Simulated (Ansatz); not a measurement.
Read the following structure.

```
Si N
1.0
    -5.77692    3.33531   -6.36502
     5.77692    3.33531   -6.36502
     0.00000   -6.67061   -6.36502
Si N
36 1
Direct
  0.42895 0.33492 0.42753
  0.76303 0.33021 0.09424
  0.09551 0.66641 0.42274
  0.76032 0.00120 0.42144
  0.42374 0.66615 0.09442
  0.09543 0.33063 0.76138
  0.75863 0.66323 0.75737
  0.11195 0.02434 0.10934
  0.42290 0.00150 0.75850
  0.04096 0.28372 0.37899
  0.38069 0.28386 0.03922
  0.70461 0.61016 0.36958
  0.37420 0.94477 0.37340
  0.03736 0.60346 0.03626
  0.70520 0.27567 0.70390
  0.37074 0.61011 0.70349
  0.68767 0.94108 0.03356
  0.03469 0.94142 0.68767
  0.30521 0.21063 0.30359
  0.64179 0.20624 0.96840
  0.96890 0.54473 0.30038
  0.63662 0.87499 0.29872
  0.30134 0.54482 0.96782
  0.96954 0.20637 0.64035
  0.63445 0.53974 0.63335
  0.94704 0.86021 0.94739
  0.29961 0.87500 0.63576
  0.91382 0.16446 0.25885
  0.26052 0.16516 0.91166
  0.58148 0.48579 0.24421
  0.25210 0.81984 0.25091
  0.91304 0.48201 0.91183
  0.58135 0.15109 0.57948
  0.24564 0.48599 0.57994
  0.57209 0.81528 0.90819
  0.90972 0.81540 0.57144
  0.00000 0.00000 0.00000
```

**What would you see if this were drawn?**

Its composition is Si$_{36}$N. Space group: P1, with no symmetry beyond the lattice. Atoms per cell: 37 (36 Si, 1 N). N is linked to two Si in a bent arrangement at 1.67 Å. The bonds build a three-dimensional framework.

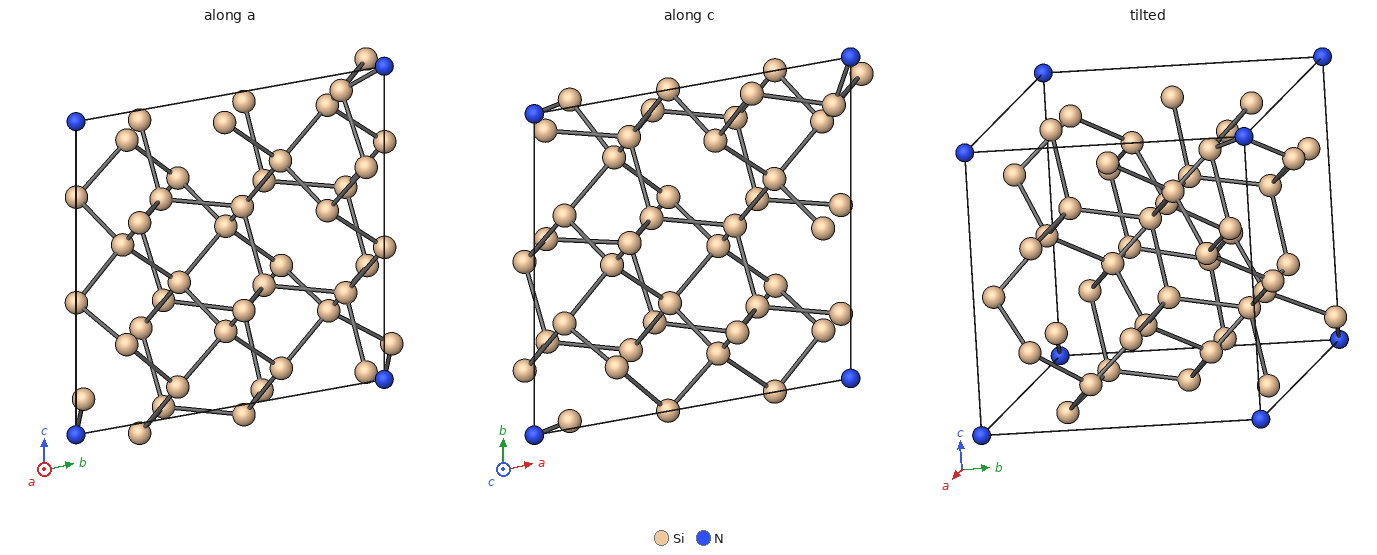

Ball-and-stick drawing of the structure, looking along the a axis, along the c axis and slightly off an axis. The frame is the simulation cell; atoms at its boundary are shown with their periodic copies.

The starting point was a structure listed in the Materials Project, repeated into a supercell with a point defect put in. The atoms were relaxed in a fixed cell with DFT PBE, scalar-relativistic, plane waves, PAW (Ansatz 0.2.0).
